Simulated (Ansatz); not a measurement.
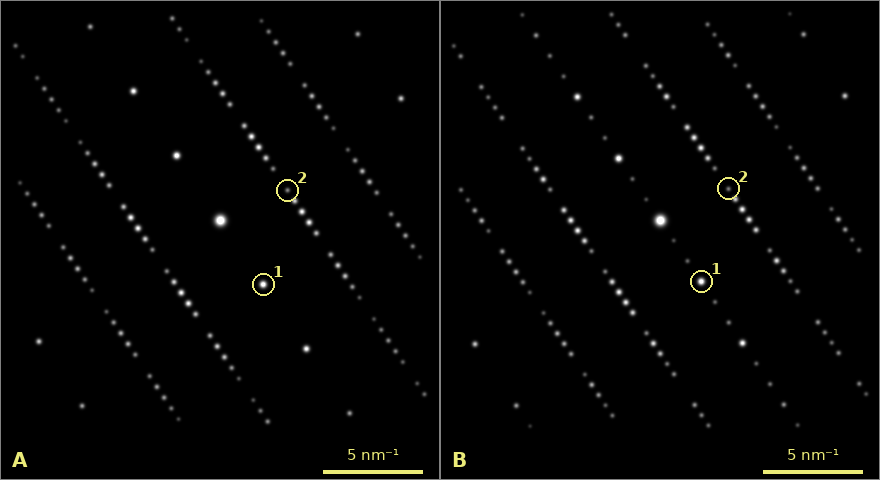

Kinematic electron diffraction patterns (300 kV, B = 0.5 Å², same scale) along [110] of the run's own cell, for the start and the end of one relaxation of TaN with DFT PBE, scalar-relativistic, plane waves, PAW (Ansatz). k mesh 12×12×3. The start is a generated model structure, and the relaxation ends in the nearest stationary point of its symmetry, not necessarily the ground state. Spot 1 is 0 0 -6 and spot 2 is -1 1 -1 in both.

Start structure:

```yaml
crystal:
  lattice:
    - [3.12987, 0.00000, 0.00000]
    - [-1.56494, 2.71055, 0.00000]
    - [0.00000, 0.00000, 15.23726]
  atoms:
    - { symbol: Ta, position: [0.00000, 0.00000, 0.00000] }
    - { symbol: N, position: [0.66667, 0.33333, 0.08333] }
    - { symbol: Ta, position: [0.33333, 0.66667, 0.16667] }
    - { symbol: N, position: [0.00000, 0.00000, 0.25000] }
    - { symbol: Ta, position: [0.66667, 0.33333, 0.33333] }
    - { symbol: N, position: [0.33333, 0.66667, 0.41667] }
    - { symbol: Ta, position: [0.00000, 0.00000, 0.50000] }
    - { symbol: N, position: [0.33333, 0.66667, 0.58333] }
    - { symbol: Ta, position: [0.66667, 0.33333, 0.66667] }
    - { symbol: N, position: [0.00000, 0.00000, 0.75000] }
    - { symbol: Ta, position: [0.33333, 0.66667, 0.83333] }
    - { symbol: N, position: [0.66667, 0.33333, 0.91667] }
```

> Which pattern belongs to the start structure, and which to the relaxed one?

A is the start: its cell gives d(1) = 2.540 Å, d(2) = 2.669 Å and an angle of 79.9°. B is the relaxed structure, with d(1) = 2.659 Å (+4.7 %), d(2) = 2.618 Å (-1.9 %) and 80.6°.

> Name reflections whose intensity changes strongly on relaxation.

0 0 10, 0 0 8, 0 0 4 come into sight; 1 -1 7 goes from 12 to 4.9 % of the strongest spot.

> Summarise the relaxation behind the change.

The volume changed by +0.3 % to 10.81 Å³ an atom; with the mean shift removed, the atoms moved by up to 0.10 Å relative to the cell (Ta most); the space group stayed P6_3/mmc (No. 194); the free energy fell by 52 meV an atom. Relaxed cell: a = 3.064 Å, b = 3.064 Å, c = 15.951 Å, α = 90.00°, β = 90.00°, γ = 120.00°.
